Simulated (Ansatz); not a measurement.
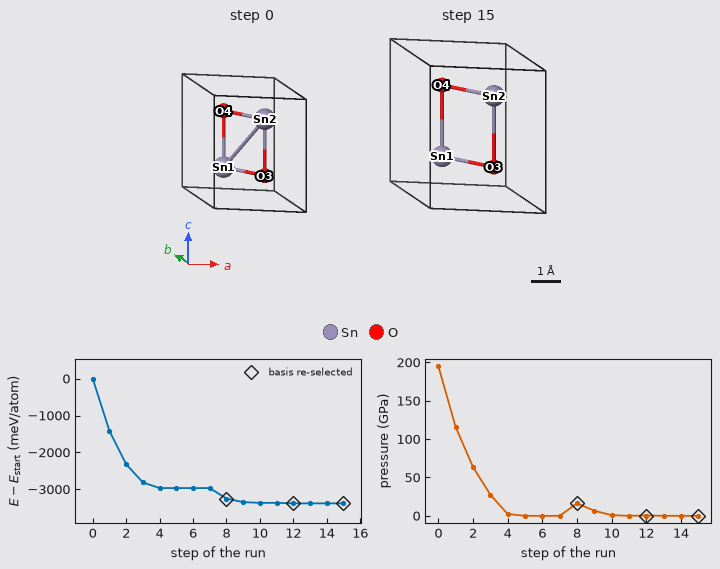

First and last geometry of a relaxation of a crystal of SnO (built on the h-MgO (five-fold) type), with the history of the run. A ball-and-stick model of the cell of the calculation, seen slightly off an axis.

Level of theory: DFT, PBE, plane waves, PAW in Ansatz 0.2.0. Set-up: plane-wave cutoff 420 eV; k-point mesh 12 × 12 × 6; occupations fermi dirac; smearing width 0.02 eV; no spin polarisation; cell and atoms relaxed; force threshold 0.005 eV/Å.

Read the history and describe the run.

It converged. Over 12 accepted moves (15 points after the start) the energy falls by 3381 meV per atom. All forces vanish by symmetry, so only the cell relaxes. The pressure goes from 195.12 to 0.01 GPa. The SCF was repeated 3 times at an unchanged geometry on a basis and grid sized afresh for the cell, which shifted the energy by 284 meV per atom at most. The atoms keep their places relative to the cell (all moves are under 0.005 Å). Cell: a = b 3.317 → 4.175 Å (+25.9 %), c 4.146 → 5.231 Å (+26.2 %). Volume +99.8 %. Some distances before and after: Sn1–Sn2 2.822 → 3.557 Å, Sn1–O4 2.073 → 2.615 Å, Sn1–O3 1.915 → 2.410 Å. The space group stays P6_3/mmc (No. 194). The run took about 90 core-seconds on a shared host.

```tsv
step	E − E(0), meV/atom	pressure, GPa	volume, Å³/atom	note
0	0.00	195.12	9.876	
1	-1416.18	115.72	11.378	
2	-2319.27	63.60	13.048	
3	-2813.67	27.57	14.856	
4	-2965.00	2.35	16.611	
5	-2965.78	0.05	16.796	
6	-2965.77	0.00	16.800	
7	-2965.78	0.00	16.800	
8	-3249.83	16.31	16.800	same geometry, new basis
9	-3346.60	6.64	18.265	
10	-3366.90	0.89	19.426	
11	-3366.39	0.04	19.619	
12	-3380.34	0.44	19.619	same geometry, new basis
13	-3380.29	0.06	19.721	
14	-3380.26	0.00	19.736	
15	-3380.50	0.01	19.736	same geometry, new basis
```
